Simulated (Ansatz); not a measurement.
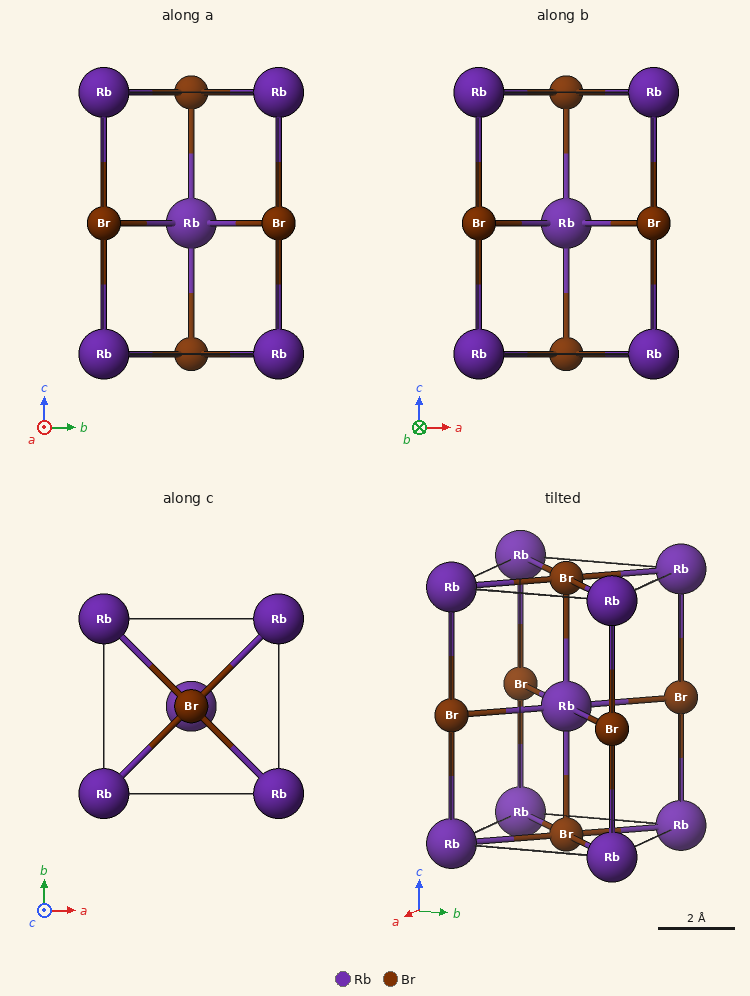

Structure drawing (ball-and-stick), viewed along the a axis, along the b axis, along the c axis and slightly off an axis. The conventional unit cell is outlined; an atom on or near a face, edge or corner is repeated at each equivalent position.

Lattice parameters: a = 4.6217 Å, b = 4.6217 Å, c = 6.9217 Å, α = 90.000°, β = 90.000°, γ = 90.000°.

Express the structure as a CIF with its space group and independent sites.

Answer.
```cif
data_structure
_symmetry_space_group_name_H-M 'I 4/m m m'
_symmetry_Int_Tables_number 139
_cell_length_a 4.6217
_cell_length_b 4.6217
_cell_length_c 6.9217
_cell_angle_alpha 90.000
_cell_angle_beta 90.000
_cell_angle_gamma 90.000
_cell_volume 147.85
loop_
_atom_site_label
_atom_site_type_symbol
_atom_site_symmetry_multiplicity
_atom_site_Wyckoff_symbol
_atom_site_fract_x
_atom_site_fract_y
_atom_site_fract_z
_atom_site_occupancy
Rb1 Rb 2 a 0.0000 0.0000 0.0000 1
Br1 Br 2 b 0.5000 0.5000 0.0000 1
```

The structure comes from a structure type filled with these elements by a generator (whether the compound takes this form wasn't checked). The cell was then strained or its atoms displaced on purpose. A calculation with Ansatz used it as input.
